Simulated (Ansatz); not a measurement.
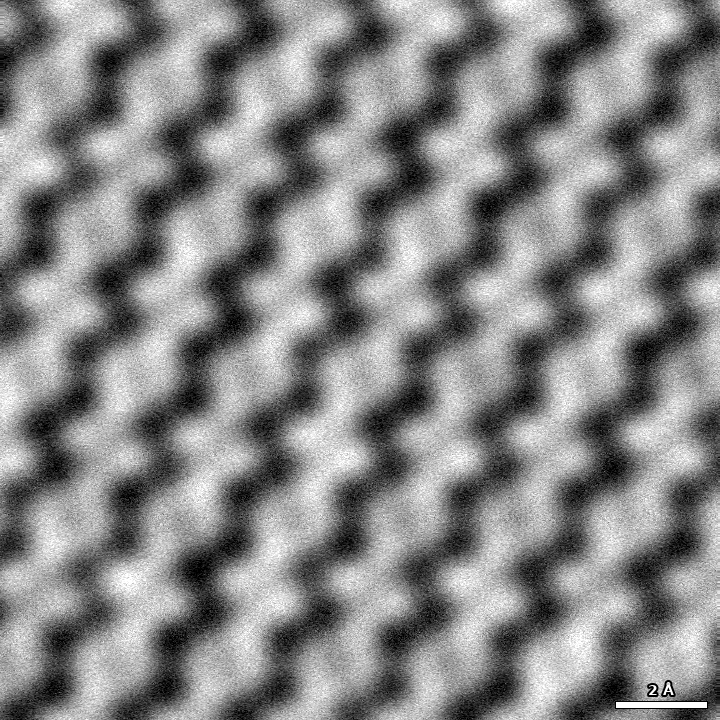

HRTEM-like image of Ge (Cmce, No. 64). Simulated in the weak-phase-object approximation with neutral-atom potentials: 200 kV, Cs = 40 µm, defocus −120 Å (negative is underfocus), defocus spread 8 Å, aperture 0.96 1/Å. Shot noise, a slight drift and the speckle of an amorphous layer were added. Atomic positions: the geometry relaxed with DFT r2SCAN, scalar-relativistic, plane waves, PAW in Ansatz; the starting structure was generated, so it need not be a known form of this composition.

```yaml
crystal:
  lattice:
    - [3.62287, 0.00000, 0.00000]
    - [0.00000, 7.23376, 0.00000]
    - [0.00000, 0.00000, 6.35607]
  atoms:
    - { symbol: Ge, position: [0.50000, 0.34800, 0.90658] }
    - { symbol: Ge, position: [0.00000, 0.34800, 0.59342] }
    - { symbol: Ge, position: [0.00000, 0.15200, 0.09342] }
    - { symbol: Ge, position: [0.50000, 0.15200, 0.40658] }
    - { symbol: Ge, position: [0.00000, 0.84800, 0.90658] }
    - { symbol: Ge, position: [0.50000, 0.84800, 0.59342] }
    - { symbol: Ge, position: [0.50000, 0.65200, 0.09342] }
    - { symbol: Ge, position: [0.00000, 0.65200, 0.40658] }
```

Along which zone axis is the crystal seen: [011], [101], [111] or [001]? (Directions equivalent by symmetry count as one.)

[111]. The projected cells are 3.00 × 3.00 Å, 106° for [011]; 3.15 × 3.94 Å, 114° for [101]; 2.50 × 3.39 Å, 107° for [111]; 1.81 × 3.62 Å, 90° for [001], and the image repeats as the [111] one does.
